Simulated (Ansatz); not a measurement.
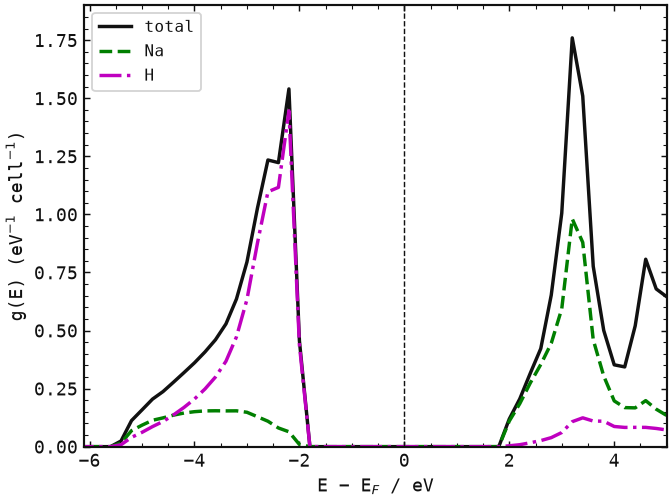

Density of states of NaH, space group Fm-3m (No. 225), 2 atoms in the cell. Level of theory: DFT, PBE, all-electron LAPW, scalar-relativistic, no spin polarisation, 9×9×9 k mesh, Fermi-Dirac smearing of 0.03 eV; code Ansatz. Energies are counted from the Fermi level. The partial curves are projected on atomic shells; they sum to less than the total at higher energies, where shells without a projector contribute.

There is a gap; over the k points computed it is 3.71 eV. By projected weight, the top eV of the valence band is H almost alone; the bottom eV of the conduction band is Na almost alone. The upper group of valence states starts about 3.5 eV under the valence-band top (which lies at −1.9 eV on this axis), with a gap beneath it; it holds about 2 electrons a cell.
